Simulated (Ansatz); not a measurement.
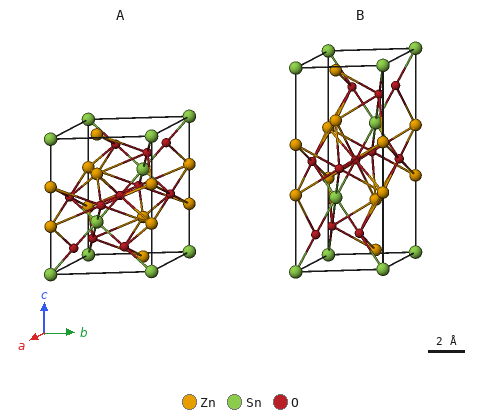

Two geometries of solid Zn₂SnO₃ (a generated structure, set up in R-3m) (coarse preliminary run), drawn at one scale. One is the start of a relaxation, the other its converged end. A ball-and-stick model of the conventional cell (3 times the calculation's cell), seen slightly off an axis. Lengths and directions refer to the drawn axes.

The calculation used Ansatz 0.2.0, DFT PBE, scalar-relativistic, plane waves, PAW. Settings: plane-wave cutoff 420 eV; k-point mesh 6 × 6 × 6; occupations gaussian; smearing width 0.1 eV; no spin polarisation; cell and atoms relaxed; force threshold 0.04 eV/Å; at most 70 steps.

Which of the two is the end point?

Structure A is the relaxed one. The largest moves relative to the cell, 0.18 Å, are those of Zn atoms. O and Sn stay in place. Cell: a = b 5.029 → 5.824 Å (+15.8 %), c 11.901 → 7.904 Å (−33.6 %). Volume −10.9 %. Among the contacts that change: O–Zn 2.889 → 2.241 Å, Zn–Zn 2.939 → 2.307 Å, O–Sn 2.458 → 2.136 Å, O–Zn 2.912 → 3.132 Å. Among the angles between lasting bonds that change: O–Sn–O 118.5° → 94.0°, O–Sn–O 61.5° → 86.0°. The space group stays R-3m (No. 166). The energy falls by 1310 meV per atom in 11 accepted moves (13 points after the start). The largest force component goes from 0.17 to 0.0022 eV/Å. The pressure goes from −7.95 to 0.12 GPa. At 2 points the geometry stayed and the basis and grid were re-selected for the new cell (energy shift of 34.5 meV per atom at most each time).
